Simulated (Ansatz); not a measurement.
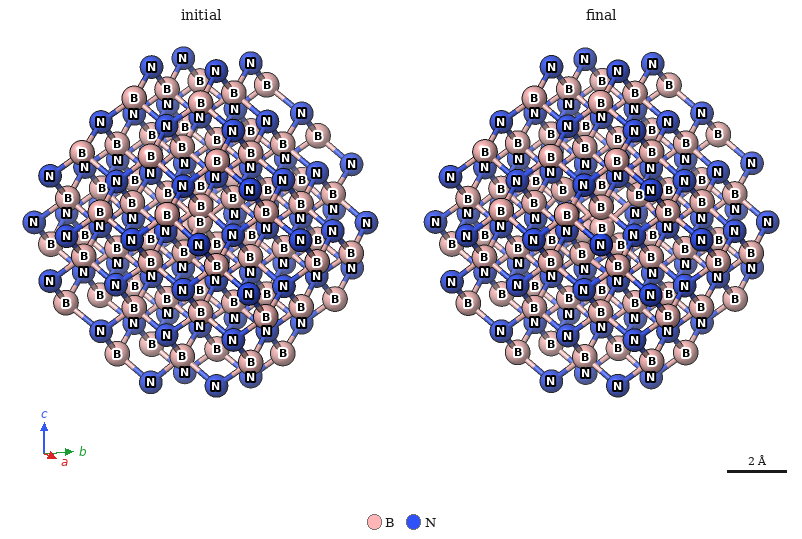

The structure of a defect cell of composition B$_{33}$N$_{31}$ (cell charge +2) before (left) and after (right) a relaxation, at one scale.

Style: ball-and-stick. Shown: the atoms within 5.8 Å of the atom that moves most (axes of the cell of the calculation, reduced to other axes (origin shifted)), slightly off an axis. Lengths and directions refer to the drawn axes.

The atoms of the start lie slightly off their symmetric places, so part of the fall in energy undoes that.

Computed with DFT, PBEsol, PAW, plane waves in Ansatz. Set-up: plane-wave cutoff 420 eV; k-point mesh 1 × 1 × 1; mesh shifted by (0.25, 0.25, 0.25); no spin polarisation; atoms relaxed in a fixed cell; force threshold 0.03 eV/Å; at most 80 steps.

Q: Summarise the run.

A: The energy falls by 3.846 eV per cell of the calculation in 14 geometry steps. The largest force component goes from 4.5 to 0.024 eV/Å. A B atom moves most: 0.24 Å roughly along [−1 1 −3]. By element the largest moves are B 0.24 Å, N 0.08 Å. The cell doesn't change. Among the contacts that change: B–B 1.548 → 1.916 Å, B–B 1.537 → 1.673 Å, B–N 1.503 → 1.621 Å, B–N 1.611 → 1.506 Å. Bond angles that change, for instance: B–B–B 109.1° → 126.5°, B–B–N 111.5° → 96.8°, B–B–N 108.7° → 94.8°.

Limits of the set-up: the periodic images lie only 7.2 Å apart, so the values are limited by the cell's size; the cell is charged, on a uniform background, and energies carry no finite-size correction.
